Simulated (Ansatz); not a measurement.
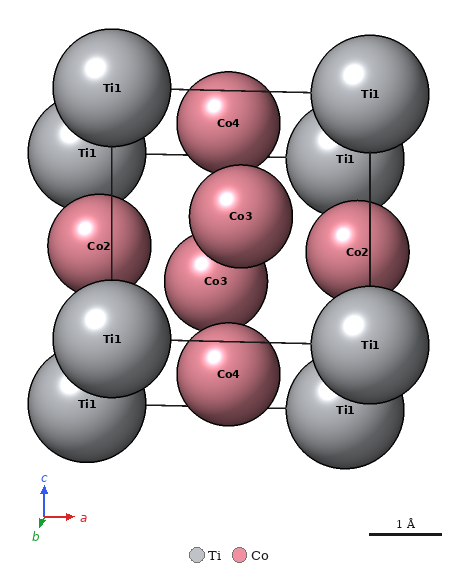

A crystal of TiCo3 (set up in Pm-3m) (coarse preliminary run), before the relaxation. A spheres-only model of the cell of the calculation, seen from a free direction.

These are results of DFT PBEsol, scalar-relativistic, plane waves, PAW in Ansatz 0.2.0, not measurements.

Input
```yaml
crystal:
  lattice:
    - [3.614, 0.0, 0.0]
    - [0.0, 3.614, 0.0]
    - [0.0, 0.0, 3.614]
  atoms:
    - { symbol: Ti, position: [0.0, 0.0, 0.0], spin: -0.41 }
    - { symbol: Co, position: [0.0, 0.5, 0.5], spin: 1.22 }
    - { symbol: Co, position: [0.5, 0.0, 0.5], spin: 1.22 }
    - { symbol: Co, position: [0.5, 0.5, 0.0], spin: 1.22 }
basis:
  ecutwfc: 420
kpoints:
  mp_grid: { grid: [6, 6, 6] }
hamiltonian:
  xc: pbesol
scf:
  occupations: { method: gaussian, width: 0.1 }
output:
  forces: true
  stress: true
  eigenvalues: true
  populations: true
magnetization:
  spin_polarized: true
relax:
  adjacent_minimum: "off"
  f_tol: 0.05
  max_steps: 80
  cell: { stress_tol: 0.5 }
```

Launched with:
```bash
ansatz run input.yaml --threads 2 --pin off --max-ram 6144MiB --backend cpu --events-out ev --progress --plain --runs-dir out
```

What does the optimiser find from here?

No atom moves by more than 0.005 Å relative to the cell. The drawn cell changes as follows: a = b = c 3.614 → 3.550 Å (−1.8 %); the volume changes by −5.3 %. Near-neighbour distances that change, for instance: Ti1–Co2 2.555 → 2.510 Å, Co2–Co3 2.555 → 2.510 Å. The space group stays Pm-3m (No. 221). After 2 accepted moves (3 points after the start) the energy has fallen by 20.3 meV per atom. All forces vanish by symmetry, so only the cell relaxes. Pressure: −10.20 GPa at the start and 0.21 GPa at the end. At 1 point the geometry stayed and the basis and grid were re-selected for the new cell (energy shift of 0.4 meV per atom at most each time). Cost: 8.4 s on 2 threads of Intel(R) Xeon(R) 6975P-C (Granite Rapids), on a shared host, peak memory 0.45 GiB.

The end point in the same view:

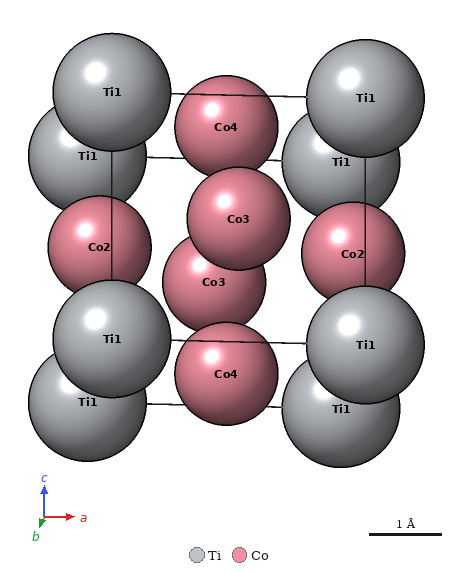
